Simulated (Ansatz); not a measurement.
Consider TiO$_{2}$.

```
CELL_PARAMETERS angstrom
8.35733 0.00000 0.00000
0.00000 8.35733 0.00000
0.00000 0.00000 8.35733
ATOMIC_POSITIONS crystal
Ti 0.37500 0.37500 0.12500
Ti 0.87500 0.87500 0.12500
Ti 0.87500 0.37500 0.62500
Ti 0.37500 0.87500 0.62500
Ti 0.12500 0.37500 0.37500
Ti 0.62500 0.87500 0.37500
Ti 0.62500 0.37500 0.87500
Ti 0.12500 0.87500 0.87500
Ti 0.37500 0.12500 0.37500
Ti 0.87500 0.62500 0.37500
Ti 0.87500 0.12500 0.87500
Ti 0.37500 0.62500 0.87500
Ti 0.12500 0.12500 0.12500
Ti 0.62500 0.62500 0.12500
Ti 0.62500 0.12500 0.62500
Ti 0.12500 0.62500 0.62500
O 0.89078 0.39078 0.39078
O 0.39078 0.89078 0.39078
O 0.39078 0.39078 0.89078
O 0.89078 0.89078 0.89078
O 0.60922 0.39078 0.10922
O 0.10922 0.89078 0.10922
O 0.10922 0.39078 0.60922
O 0.60922 0.89078 0.60922
O 0.60922 0.10922 0.39078
O 0.10922 0.60922 0.39078
O 0.10922 0.10922 0.89078
O 0.60922 0.60922 0.89078
O 0.89078 0.10922 0.10922
O 0.39078 0.60922 0.10922
O 0.39078 0.10922 0.60922
O 0.89078 0.60922 0.60922
O 0.14078 0.14078 0.35922
O 0.64078 0.64078 0.35922
O 0.64078 0.14078 0.85922
O 0.14078 0.64078 0.85922
O 0.35922 0.14078 0.14078
O 0.85922 0.64078 0.14078
O 0.85922 0.14078 0.64078
O 0.35922 0.64078 0.64078
O 0.14078 0.35922 0.14078
O 0.64078 0.85922 0.14078
O 0.64078 0.35922 0.64078
O 0.14078 0.85922 0.64078
O 0.35922 0.35922 0.35922
O 0.85922 0.85922 0.35922
O 0.85922 0.35922 0.85922
O 0.35922 0.85922 0.85922
```

Space group Fd-3m; a structure from a database of computed crystals, not necessarily the ambient phase; computed without spin polarisation.

All numbers below come from Ansatz 0.2.0, DFT r2SCAN, scalar-relativistic, plane waves, PAW.

**What can the converged valence pseudo-density and electron localisation function tell about the bonding?**

Ti–O (1.97 Å): ρ at the midpoint is about 0.7 e/Å³; the ELF peaks at about 0.80 in the valence shell of O, 0.6 Å from its nucleus, and is about 0.20 at the midpoint (no shared electron pair shows on this line).

**Does the calculation give a band gap?**

It is gapped, with a Kohn–Sham gap of 2.2 eV on the k-point mesh (the band edges may lie off the mesh, which would make the gap smaller).

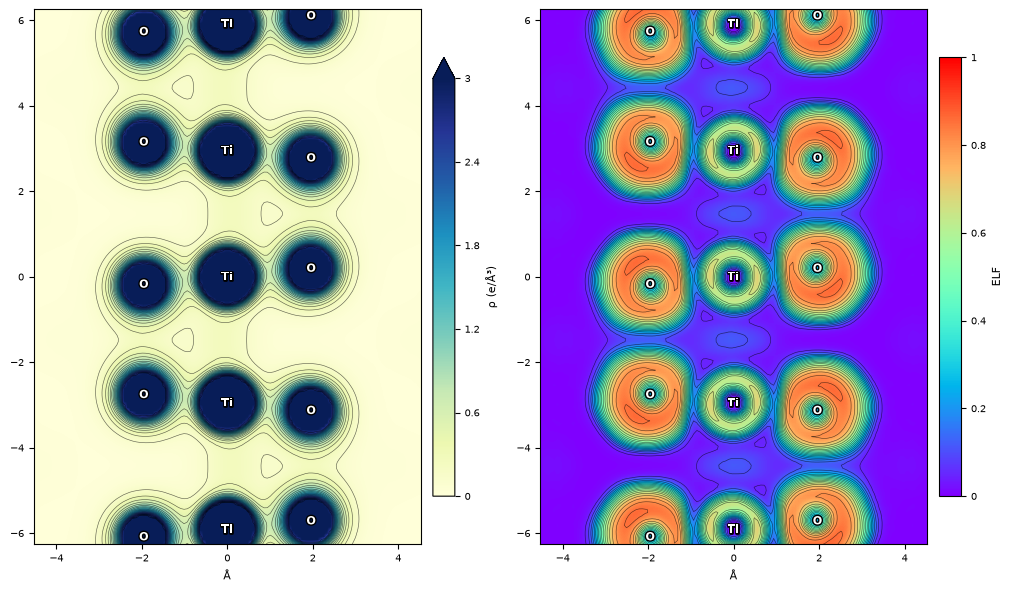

Computed valence pseudo-density and electron localisation function on the (101) plane of the conventional cell, in this order. 

Core electrons are frozen (PAW), and the valence fields are smoothed inside the atomic spheres.
